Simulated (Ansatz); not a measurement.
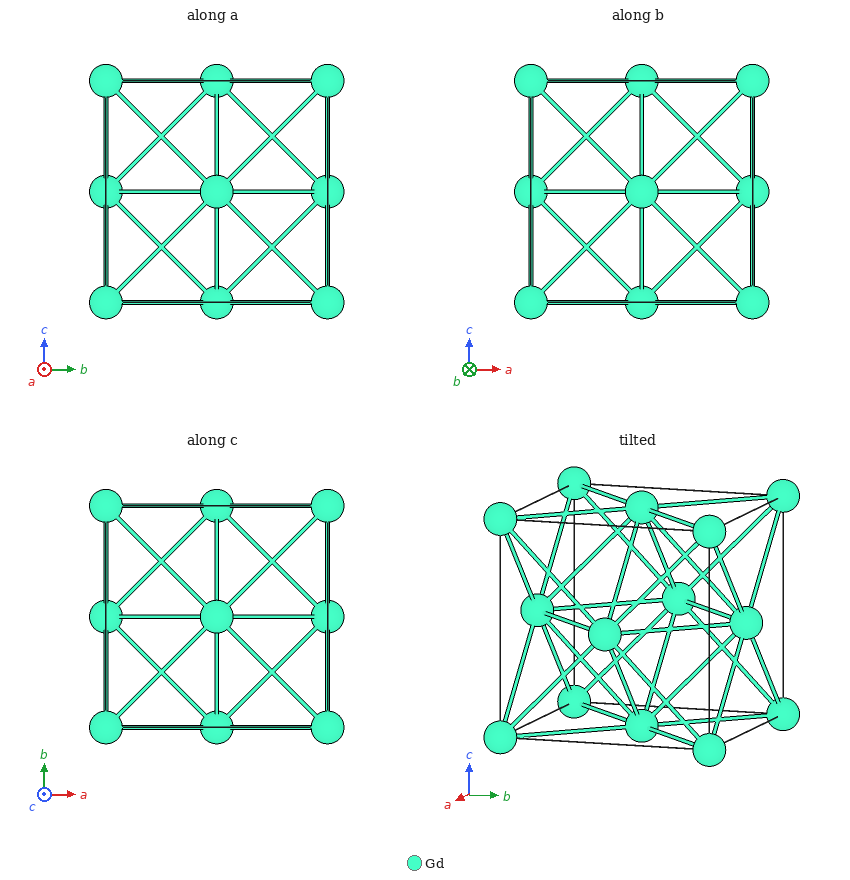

We look at a ball-and-stick model of the crystal along the a axis, along the b axis, along the c axis and slightly off an axis. Atoms at the boundary of the conventional unit cell (the box) are drawn once for each face, edge or corner they touch.

Lattice parameters: a = 5.281 Å, b = 5.281 Å, c = 5.281 Å, α = 90.00°, β = 90.00°, γ = 90.00°. Put a along x and b in the xy plane.

Question: Write down what is shown as a POSCAR file.

Answer:
```
Gd
1.0
     5.281    0.000    0.000
     0.000    5.281    0.000
     0.000    0.000    5.281
Gd
4
Direct
  0.0000 0.0000 0.0000
  0.0000 0.5000 0.5000
  0.5000 0.0000 0.5000
  0.5000 0.5000 0.0000
```

The cell started as a structure type filled with this element by a generator (whether the element takes this form wasn't checked). The cell was then strained or its atoms displaced on purpose. Ansatz was used for an electronic-structure calculation on it.
